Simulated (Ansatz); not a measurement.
# Band gap of Ta2O5 (P2/m) from density functionals to GW

Wanted: a ladder of band gaps for Ta2O5 (P2/m), from density functionals to G0W0.

Method: density functionals, hybrids and G0W0, plane waves, PAW, in Ansatz 0.2.0.

## Step 1: The starting structure

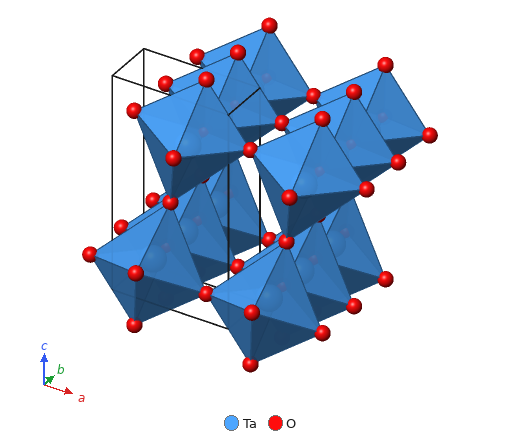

The starting structure, seen slightly off an axis (tantalum blue, oxygen red). 2×2×1 cells are drawn. Some periodic images of atoms are drawn too.

The cell and positions are those that the Materials Project relaxed with its own functionals (PBE, PBE+U or r2SCAN), kept fixed. Spin-orbit coupling is left out unless a step names it.

The logs state that the PAW files were generated under PBE.

## Step 2: LDA on the 6×6×4 mesh

Levels along a band path and on the mesh show where this functional puts the band edges.

This step: DFT, LDA, plane waves, PAW; PAW set soft_1.

Input file input.yaml:

```yaml
crystal:
  lattice:
    - [3.8414080139, 0.0, 0.0]
    - [0.0, 3.86271575, 0.0]
    - [-1.8189421445, 0.0, 6.5289594201]
  atoms:
    - { symbol: Ta, position: [0.64953073, 0.0, 0.79131453] }
    - { symbol: Ta, position: [0.35046927, 0.0, 0.20868547] }
    - { symbol: O, position: [0.6621243, 0.5, 0.79832929] }
    - { symbol: O, position: [0.3378757, 0.5, 0.20167071] }
    - { symbol: O, position: [0.18976057, 0.0, 0.87062125] }
    - { symbol: O, position: [0.81023943, 0.0, 0.12937875] }
    - { symbol: O, position: [0.5, 0.0, 0.5] }
kpoints:
  mp_grid: { grid: [6, 6, 4] }
  band_path:
    path:
      - [0.0, 0.0, 0.0]
      - [0.0, 0.5, 0.0]
      - [0.0, 0.5, 0.5]
      - [0.0, 0.0, 0.5]
      - [0.0, 0.0, 0.0]
      - [-0.5, 0.0, 0.5]
      - [-0.5, 0.5, 0.5]
      - [0.0, 0.5, 0.0]
      - [-0.5, 0.5, 0.0]
      - [-0.5, 0.0, 0.0]
      - [0.0, 0.0, 0.0]
    npoints: 10
hamiltonian:
  xc: lda
  pseudopotentials: { kind: paw, azcp: { folder: soft_1 }, xc_functional: pbe }
scf:
  occupations: { method: fermi_dirac, width: 0.02 }
  n_extra_bands: 6
output:
  eigenvalues: true
  write_density: true
  write_potential: true
  elf: true
  volumetric_format: npy
```

Command:

```
> ansatz run input.yaml --threads 3 --pin off --max-ram 92160MiB --backend cuda --events-out ev --progress --plain --runs-dir out --devices 1 --max-vram 13GiB
```

Numbers of over 12 decimals in the logs are rounded to 6 here.

The program printed:

```text
scf.n_extra_bands = 6 over 28 filled bands (N_el = 56.0): the run solves 34 bands
GPUs: using 1 of 1 available (devices: 1).
Engine: ansatz 0.2.0, x86_64-unknown-linux-gnu
Pseudopotentials: kind: paw
Pseudopotential: Ta, paw, valence charge 13, recommended cutoff 420 eV (normal), soft_1/Ta.paw.azcp
Pseudopotential: O, paw, valence charge 6, recommended cutoff 420 eV (normal), soft_1/O.paw.azcp
Functional definition: SPW92
  exchange = slater_x
  correlation = pw_c
device memory: the entry about to start is reckoned to put 2.6 GiB on a device that reports 58.5 GiB free (of which the cap on the GPU budget leaves the run 13.0 GiB)
GPU FFT provider: cuFFT
GPU libraries: cuBLAS 13.8.2, cuFFT 12.4.0, cuSOLVER 12.3.4
Crystal: 7 atoms, lattice volume = 96.878 Å³
Basis set: ecut = 420 eV, 1913 PW (Γ)
Bands: 34, of which v1, the nominal top of the filled ones, is band 28 counted from 1 (27 counted from 0)
Symmetry: 4 space group operations
Space group: P2/m (ITA 10), of the structure as read, at distance tolerance 4.6e-5 Å
k-points: 56 of 144
Non-local potential: Ta, projectors of the file, l = 0: 3, l = 1: 2, l = 2: 2, l = 3: 1
Non-local potential: O, projectors of the file, l = 0: 2, l = 1: 2, l = 2: 1
PAW form: soft (Blöchl's): semilocal exchange-correlation on the pseudo side does not see the compensation charge
PAW frozen core: Ta, regenerated for the run's functional, and the local potential with it (the file was generated under x = pbe(κ = 0.804, μ = 0.219515), c = pbe(β = 0.066725))
PAW frozen core: O, regenerated for the run's functional, and the local potential with it (the file was generated under x = pbe(κ = 0.804, μ = 0.219515), c = pbe(β = 0.066725))
PAW one-centre angular grid: Ta, 590 points (default); XC on 64 Gauss nodes
PAW one-centre angular grid: O, 110 points (default); XC on 64 Gauss nodes
Initial density: superposition of atomic densities (chi_scale 0.1, normalization cell, long waves kept (reshape's long-wave potential 0.02 eV rms))
Initial wavefunctions: pseudopotential atomic-orbital guess
GPU buffer pool allocated for 34992 grid points (all kernels)
GPU transforms: local potential and band sums: pruned to the plane-wave sphere, on 25×25×45
Functional: x = slater, c = lda
SCF iter   1: F=—  HF=-22151.347033 eV  |F-HF|=—  |Δ(HF+E_count)|=         —  Δρ=6.29e-2  dr2=3.41e0  ethr=3.10e-3  ⟨swp⟩=6.1  Hψ=7286  notcnv=0
preconditioner: auto → Resta (q_TF=auto, 2.490 Å⁻¹)  ε∞=5.4  [insulator: Δε(μ)=2.581 eV  Ē_g=11.314 eV  σ=0.020 eV  W_gap=1.00  n_scr=26 (ndim 8)  ℏωp=23.9 eV  f_vac=0.085  D(μ)=0.00/eV (n_scr^D=0)  ε∞_Penn≈5.4]
SCF iter   2: F=—  HF=-22150.721871 eV  |F-HF|=—  |Δ(HF+E_count)|=   6.25e-1  Δρ=3.35e-2  dr2=7.48e-1  ethr=3.10e-3  ⟨swp⟩=2.0  Hψ=3514  notcnv=0  defer=56
SCF iter   3: F=—  HF=-22150.564574 eV  |F-HF|=—  |Δ(HF+E_count)|=   1.57e-1  Δρ=1.50e-2  dr2=2.56e-1  ethr=1.34e-3  ⟨swp⟩=2.1  Hψ=2903  notcnv=0  defer=56
SCF iter   4: F=—  HF=-22150.498529 eV  |F-HF|=—  |Δ(HF+E_count)|=   6.60e-2  Δρ=3.98e-3  dr2=1.98e-2  ethr=4.57e-4  ⟨swp⟩=2.2  Hψ=3333  notcnv=0  defer=112
SCF iter   5: F=—  HF=-22150.499668 eV  |F-HF|=—  |Δ(HF+E_count)|=   1.14e-3  Δρ=3.41e-3  dr2=1.06e-2  ethr=3.53e-5  ⟨swp⟩=2.2  Hψ=3131  notcnv=0  defer=112
SCF iter   6: F=—  HF=-22150.498718 eV  |F-HF|=—  |Δ(HF+E_count)|=   9.50e-4  Δρ=6.50e-4  dr2=6.39e-4  ethr=1.89e-5  ⟨swp⟩=2.1  Hψ=3109  notcnv=0  defer=112
SCF iter   7: F=—  HF=-22150.499096 eV  |F-HF|=—  |Δ(HF+E_count)|=   3.78e-4  Δρ=1.49e-4  dr2=2.50e-5  ethr=1.14e-6  ⟨swp⟩=2.0  Hψ=2525  notcnv=0  defer=112
SCF iter   8: F=—  HF=-22150.499264 eV  |F-HF|=—  |Δ(HF+E_count)|=   1.69e-4  Δρ=1.36e-4  dr2=1.48e-5  ethr=4.46e-8  ⟨swp⟩=2.0  Hψ=2954  notcnv=0  defer=112
SCF iter   9: F=—  HF=-22150.499263 eV  |F-HF|=—  |Δ(HF+E_count)|=   1.54e-6  Δρ=3.57e-5  dr2=1.17e-6  ethr=2.64e-8  ⟨swp⟩=2.0  Hψ=2840  notcnv=0  defer=112
SCF iter  10: F=-22150.499263 eV  HF=-22150.499263 eV  |F-HF|=2.09e-8  |Δ(HF+E_count)|=   6.03e-7  Δρ=6.57e-6  dr2=5.65e-8  ethr=1.79e-10  ⟨swp⟩=7.5  Hψ=5983  notcnv=0
SCF 1 converged in 10 iterations: F = -22150.499263 eV  dr2 = 5.65e-8
[...]
device memory: the entry about to start is reckoned to put 1.4 GiB on a device that reports 59.7 GiB free (of which the cap on the GPU budget leaves the run 13.0 GiB)
NSCF: frozen V_eff on 101 k-points
SCF converged after 10 iterations
Free energy (F): -22150.499263 eV
Harris-Foulkes:  -22150.499263 eV  (|F-HF|=2.09e-8)
Internal energy: -22150.499263 eV  (E = F + TS)
E sigma→0 (E₀):  -22150.499263 eV
Fermi energy:    7.706104 eV
--- Per-component energies (eV) ---
  E_band       = -569.305000
  E_kinetic    = 1608.370622
  E_local      = -4417.591837  (includes V_loc(G=0)·N_el)
  E_nonlocal   = 264.529596
  E_hartree    = 1662.840396
  E_xc         = -982.077268
  E_vxc        = -911.754687  (∫ρ·V_xc dr)
  E_paw        = -16875.546124  (= ΣΔE_a)
  E_vpaw       = -438.541889  (= ΣTr[D̂ρ^β])
  E_aug_tail   = 0.004220  (compensation charges beyond the density's cutoff)
  E_ewald      = -3412.031471
  E_core_change = 1.002601  (= ΣΔE_core)
  E_smearing   = -0.000000  (= −TS)
  E_closure    = 0.000000  (closes the sum)
  Σ components = -22150.499263   (vs F -22150.499263, Δ=0.00e0)
--- Band table (eV; the first three rows and the last of 56) ---
  k-point 0: bands = [... 24 lower, 5.6938, 5.7952, 5.9975, 6.0131, 8.8083, 9.2039, 9.3580, 10.8778, ... 2 higher]
  k-point 1: bands = [... 24 lower, 5.6881, 5.6948, 5.9169, 5.9513, 8.7872, 9.2269, 9.3423, 10.8020, ... 2 higher]
  k-point 2: bands = [... 24 lower, 5.6979, 5.7385, 5.8300, 5.8313, 8.7678, 9.2488, 9.3294, 10.7200, ... 2 higher]
  k-point 55: bands = [... 24 lower, 4.6403, 5.9251, 6.5187, 6.6444, 9.7296, 11.6027, 12.1448, 12.7573, ... 2 higher]
```

The job ended after 9.2 s (1 × NVIDIA H100 80GB HBM3 (shared by 6 runs) with 3 threads of AMD EPYC 7R13 (Zen 3), shared host; peak memory 0.94 GiB).

The column dr2 measures how far the density is from self-consistency, as an energy; F and HF (Harris–Foulkes) agree once it is small.

This step gave:

* filled bands: 28
* gap: 2.123 eV
* valence top at: E
* conduction bottom at: B
* least direct gap: 2.795 eV

Over mesh and path the gap is 2.123 eV, from k = (-0.500, 0.500, 0.500) to k = (0.000, 0.000, 0.500). The least direct gap found is 2.795 eV, at k = Γ.

## Step 3: LDA+SOC on the 6×6×4 mesh

This run has two-component orbitals with spin-orbit coupling.

This step: DFT, LDA with spin-orbit coupling, plane waves, PAW; PAW set soft_1.

Edit input.yaml of step 2 so:

```diff
@@ -21,21 +21,17 @@
       - [0.0, 0.0, 0.5]
-      - [0.0, 0.0, 0.0]
       - [-0.5, 0.0, 0.5]
       - [-0.5, 0.5, 0.5]
-      - [0.0, 0.5, 0.0]
       - [-0.5, 0.5, 0.0]
       - [-0.5, 0.0, 0.0]
-      - [0.0, 0.0, 0.0]
-    npoints: 10
+    npoints: 1
 hamiltonian:
   xc: lda
-  pseudopotentials: { kind: paw, azcp: { folder: soft_1 }, xc_functional: pbe }
+  pseudopotentials: { kind: paw_fr, azcp: { folder: soft_1 }, xc_functional: pbe }
 scf:
-  occupations: { method: fermi_dirac, width: 0.02 }
-  n_extra_bands: 6
+  occupations: { method: fixed }
+  n_extra_bands: 12
+magnetization:
+  noncollinear: true
+  spin_orbit: true
 output:
   eigenvalues: true
-  write_density: true
-  write_potential: true
-  elf: true
-  volumetric_format: npy
```

The program printed:

```text
[...]
GPUs: using 1 of 1 available (devices: 1).
[...]
non-collinear run that drives no moment, with spin-orbit: no starting moment large enough to seed its density (crystal.atoms[].spin), no starting occupations that ask for one, no magnetisation constraint and no magnetic field, so the semilocal B_xc is pinned to zero
[...]
GPU FFT provider: cuFFT
GPU libraries: cuBLAS 13.8.2, cuFFT 12.4.0, cuSOLVER 12.3.4
Crystal: 7 atoms, lattice volume = 96.878 Å³
Basis set: ecut = 420 eV, 1913 PW (Γ)
Bands: 68, of which v1, the nominal top of the filled ones, is band 56 counted from 1 (55 counted from 0)
Symmetry: 4 space group operations + 4 with time reversal
[...]
k-points: 56 of 144
Projection manifold: j_resolved (fully-relativistic pseudo-atomic orbitals)
[...]
GPU buffer pool allocated for 34992 grid points (all kernels)
[...]
site 2: m = (+0.0000, +0.0000, +0.0000) μB, |m| = 0.0000 μB  (R = 0.80 Å)
  site 3: m = (+0.0000, +0.0000, +0.0000) μB, |m| = 0.0000 μB  (R = 0.80 Å)
  site 4: m = (+0.0000, +0.0000, +0.0000) μB, |m| = 0.0000 μB  (R = 0.82 Å)
  site 5: m = (+0.0000, +0.0000, +0.0000) μB, |m| = 0.0000 μB  (R = 0.82 Å)
  site 6: m = (+0.0000, +0.0000, +0.0000) μB, |m| = 0.0000 μB  (R = 0.78 Å)
Free energy (F): -22193.819806 eV
[...]
Internal energy: -22193.819806 eV  (E = F + TS)
E sigma→0 (E₀):  -22193.819806 eV
Fermi energy:    6.639726 eV
[...]
--- Band table (eV; the first three rows and the last of 56) ---
  k-point 0: bands = [... 52 lower, 5.9860, 5.9860, 6.0362, 6.0362, 8.7996, 8.7996, 9.1063, 9.1063, ... 8 higher]
  k-point 1: bands = [... 52 lower, 5.9262, 5.9262, 5.9548, 5.9548, 8.7638, 8.7638, 9.1660, 9.1660, ... 8 higher]
  k-point 2: bands = [... 52 lower, 5.8088, 5.8088, 5.8575, 5.8575, 8.7355, 8.7355, 9.2338, 9.2338, ... 8 higher]
  k-point 55: bands = [... 52 lower, 6.5137, 6.5137, 6.6397, 6.6397, 9.7197, 9.7197, 11.5728, 11.5728, ... 8 higher]
[key lines of the parts left out:]
SCF converged after 9 iterations
Magnetization: |M| = 0.0000 μB,  M = (+0.0000, +0.0000, +0.0000) μB
```

Elapsed: 10 s, on 1 × NVIDIA H100 80GB HBM3 (shared by 6 runs) with 3 threads; peak memory 0.94 GiB; 17 s of CPU time.

Numbers from this step:

| Quantity | Value |
| --- | --- |
| gap | 2.096 eV |
| valence top at | E |
| conduction bottom at | B |
| least direct gap | 2.763 eV |

Over mesh and listed points the gap is 2.096 eV, from k = (-0.500, 0.500, 0.500) to k = (0.000, 0.000, 0.500). The least direct gap found is 2.763 eV, at k = Γ. LDA+SOC against LDA: 2.096 − 2.123 = −0.027 eV, with the same mesh, set of files (read in its fully relativistic form for the spin-orbit run) and cutoff, and both edges at the same k points. The spin-orbit run sees mesh and listed points alone, so its gap is an upper bound: the coupling can move an edge off these points, and the change over the zone, its sign included where it is small, is not known.

## Step 4: HSE06 on the 4×4×2 mesh

HSE06 mixes in a quarter of exact exchange at short range.

This step: DFT, HSE06, plane waves, PAW; PAW set soft_1.

Edit input.yaml of step 3 so:

```diff
@@ -14,3 +14,3 @@
 kpoints:
-  mp_grid: { grid: [6, 6, 4] }
+  mp_grid: { grid: [4, 4, 2] }
   band_path:
@@ -27,11 +27,12 @@
 hamiltonian:
-  xc: lda
-  pseudopotentials: { kind: paw_fr, azcp: { folder: soft_1 }, xc_functional: pbe }
+  xc: hse06
+  pseudopotentials: { kind: paw, azcp: { folder: soft_1 } }
 scf:
   occupations: { method: fixed }
-  n_extra_bands: 12
-magnetization:
-  noncollinear: true
-  spin_orbit: true
+  n_extra_bands: 6
 output:
   eigenvalues: true
+  write_density: true
+  write_potential: true
+  elf: true
+  volumetric_format: npy
```

The program printed:

```text
[...]
GPUs: using 1 of 1 available (devices: 1).
[...]
davidson cushion auto → on  (no smearing: the cushion is to keep the highest requested band from converging to the state above it; pin scf.eigensolver.cushion to override)
[...]
GPU FFT provider: cuFFT
GPU libraries: cuBLAS 13.8.2, cuFFT 12.4.0, cuSOLVER 12.3.4
Crystal: 7 atoms, lattice volume = 96.878 Å³
Basis set: ecut = 420 eV, 1913 PW (Γ)
[...]
Fermi energy:    5.952856 eV
[...]
--- Band table (eV; the first three rows and the last of 18) ---
  k-point 0: bands = [... 24 lower, 4.9005, 5.1350, 5.2391, 5.3743, 9.6576, 10.0831, 10.2426, 11.8729, ... 2 higher]
  k-point 1: bands = [... 24 lower, 4.9123, 5.0732, 5.0806, 5.1864, 9.6147, 10.1317, 10.1501, 11.7539, ... 2 higher]
  k-point 2: bands = [... 24 lower, 3.9406, 4.4485, 4.5037, 5.2736, 11.3443, 11.7693, 11.8477, 11.9935, ... 2 higher]
  k-point 17: bands = [... 24 lower, 3.8649, 5.2232, 5.8195, 5.9529, 10.6847, 12.6945, 13.2229, 13.9174, ... 2 higher]
[key lines of the parts left out:]
Free energy (F): -22711.295803 eV
```

Elapsed: 21 s, on 1 × NVIDIA H100 80GB HBM3 (shared by 6 runs) with 3 threads; peak memory 1.2 GiB.

Numbers from this step:

```
gap                     : 3.662 eV
valence top at          : E
conduction bottom at    : B
least direct gap        : 4.283 eV
exact-exchange fraction : 0.25
```

Over mesh and listed points the gap is 3.662 eV, from k = (-0.500, 0.500, 0.500) to k = (0.000, 0.000, 0.500). The least direct gap found is 4.283 eV, at k = Γ. HSE06 against LDA: 3.662 − 2.123 = +1.539 eV. The runs also differ in mesh (6×6×4 and 4×4×2), so how much of this comes from the functional alone is not known.

## Step 5: PBE0 on the 4×4×2 mesh

PBE0 mixes in a quarter of exact exchange at all distances.

This step: DFT, PBE0, plane waves, PAW; PAW set soft_1.

Edit input.yaml of step 4 so:

```diff
@@ -27,3 +27,3 @@
 hamiltonian:
-  xc: hse06
+  xc: pbe0
   pseudopotentials: { kind: paw, azcp: { folder: soft_1 } }
@@ -34,5 +34 @@
   eigenvalues: true
-  write_density: true
-  write_potential: true
-  elf: true
-  volumetric_format: npy
```

The program printed:

```text
[...]
GPUs: using 1 of 1 available (devices: 1).
[...]
GPU FFT provider: cuFFT
GPU libraries: cuBLAS 13.8.2, cuFFT 12.4.0, cuSOLVER 12.3.4
Crystal: 7 atoms, lattice volume = 96.878 Å³
Basis set: ecut = 420 eV, 1913 PW (Γ)
Bands: 34, of which v1, the nominal top of the filled ones, is band 28 counted from 1 (27 counted from 0)
Symmetry: 4 space group operations
[...]
k-points: 18 of 32
[...]
Fermi energy:    5.556409 eV
[...]
--- Band table (eV; the first three rows and the last of 18) ---
  k-point 0: bands = [... 24 lower, 4.5162, 4.7515, 4.8595, 4.9949, 10.0178, 10.4497, 10.6108, 12.2592, ... 2 higher]
  k-point 1: bands = [... 24 lower, 4.5278, 4.6907, 4.6992, 4.8045, 9.9738, 10.4992, 10.5172, 12.1368, ... 2 higher]
  k-point 2: bands = [... 24 lower, 3.5388, 4.0539, 4.1108, 4.8782, 11.7249, 12.1557, 12.2339, 12.3800, ... 2 higher]
  k-point 17: bands = [... 24 lower, 3.4736, 4.8227, 5.4227, 5.5564, 11.0634, 13.0917, 13.6244, 14.3197, ... 2 higher]
[key lines of the parts left out:]
Free energy (F): -22706.969360 eV
```

Wall time 18 s (1 × NVIDIA H100 80GB HBM3 (shared by 6 runs) with 3 threads); peak memory 1.2 GiB.

Numbers from this step:

* gap: 4.417 eV
* valence top at: E
* conduction bottom at: B
* least direct gap: 5.023 eV
* exact-exchange fraction: 0.25

Over mesh and listed points the gap is 4.417 eV, from k = (-0.500, 0.500, 0.500) to k = (0.000, 0.000, 0.500). The least direct gap found is 5.023 eV, at k = Γ. PBE0 against HSE06: 4.417 − 3.662 = +0.755 eV, with the same mesh, files and cutoff, and both edges at the same k points.

## Step 6: G0W0@LDA, 4×4×4 mesh, 767 empty bands, screening to 230 eV, PAW set soft_1 files

G0W0 replaces the xc potential by a self-energy built once from the orbitals of the start. Levels are corrected in the window of bands that the input names, at points of the mesh.

This step: G0W0 on LDA, plane waves, PAW; PAW set soft_1.

Input file input.yaml:

```yaml
crystal:
  lattice:
    - [3.8414080139, 0.0, 0.0]
    - [0.0, 3.86271575, 0.0]
    - [-1.8189421445, 0.0, 6.5289594201]
  atoms:
    - { symbol: Ta, position: [0.64953073, 0.0, 0.79131453] }
    - { symbol: Ta, position: [0.35046927, 0.0, 0.20868547] }
    - { symbol: O, position: [0.6621243, 0.5, 0.79832929] }
    - { symbol: O, position: [0.3378757, 0.5, 0.20167071] }
    - { symbol: O, position: [0.18976057, 0.0, 0.87062125] }
    - { symbol: O, position: [0.81023943, 0.0, 0.12937875] }
    - { symbol: O, position: [0.5, 0.0, 0.5] }
kpoints:
  mp_grid: { grid: [4, 4, 4] }
hamiltonian:
  xc: lda
  pseudopotentials: { kind: paw, azcp: { folder: soft_1 }, xc_functional: pbe }
scf:
  occupations: { method: fixed }
gw:
  n_empty_bands: 767
  ecut_chi: 230.0
  qp_bands: [v2, c2]
  qp_kpoints: band_edges
  screening: { model: contour_deformation }
```

The program printed:

```text
GPUs: using 1 of 1 available (devices: 1).
[...]
GPU FFT provider: cuFFT
GPU libraries: cuBLAS 13.8.2, cuFFT 12.4.0, cuSOLVER 12.3.4
Crystal: 7 atoms, lattice volume = 96.878 Å³
Basis set: ecut = 420 eV, 1913 PW (Γ)
Bands: 35, of which v1, the nominal top of the filled ones, is band 28 counted from 1 (27 counted from 0)
Symmetry: 4 space group operations
[...]
k-points: 30 of 64
[...]
1    30      9.2203   -13.4141    -4.9460   -19.3494  0.7864    10.2244    10.2097  root
[...]
29    27      6.5270   -26.1608     4.4647   -21.1444  0.7216     5.9697     5.9754  root
    29    28      6.6522   -26.3623     4.4662   -21.3516  0.7215     6.1023     6.1077  root
    29    29      9.7227   -13.5659    -5.1435   -19.7619  0.7789    10.7940    10.7753  root
    29    30     11.5959   -15.1235    -5.6680   -21.8947  0.7409    12.7269    12.6992  root
[key lines of the parts left out:]
SCF converged after 10 iterations
Free energy (F): -22150.471125 eV
Fermi energy:    6.652159 eV
```

The job ended after 2 min (1 × NVIDIA H100 80GB HBM3 (shared by 6 runs) with 3 threads; peak memory 4.4 GiB; 3.9 min of CPU time).

Numbers from this step:

- bands summed: 795
- RPA ε∞ on this mesh (eigenvalues): 4.622, 4.893, 7.460
- plane waves in the screening matrix: 773
- G0W0 gap over the corrected points: 3.603 eV
- k of the valence top: -0.5, -0.5, -0.5
- k of the conduction bottom: 0, 0, -0.5
- starting gap on the mesh: 2.110 eV
- Z at the valence top: 0.7215
- Z at the conduction bottom: 0.7920
- least direct G0W0 gap over the corrected points: 4.291 eV

Over 20 of 30 irreducible mesh points the G0W0 gap is 3.603 eV, from k = (-0.500, -0.500, -0.500) to k = (0.000, 0.000, -0.500). The LDA gap of this run on the mesh is 2.110 eV. The two states that bound the G0W0 gap lie that far apart at the start, so the correction of the gap is 3.603 − 2.110 = +1.493 eV.

(Continued in part 2 of 2.)

[Paths, hosts, dates, memory and timing lines, banners, echoed tables and standing remarks are left out of the program output.]

[Logs are printed without paths, hosts, clocks, repeated set-up lines and the standing remarks that a program may print on its own settings, such as how far it seeks lower states.]

[Runs of the session that timed out or met a known fault of the program may be left out.]

[Cells called generated may have been cut or substituted from an entry of the Crystallography Open Database or the Materials Project.]

[Hosts, paths, dates, database ids (printed as entryN), source tags and the programs' standing remarks are cut or masked in the printed files.]

[Where an RPA ε∞ is given, it is that of the G0W0 mesh and is not shown converged in it. Names of k-points follow the symmetry that the program found, which can be lower than the space group named. Band edges on a path are those of the sampled points; other points can move an edge, and change direct to indirect where valleys lie close.]

[Hybrid gaps are those of their k-mesh and are not shown converged in it.]
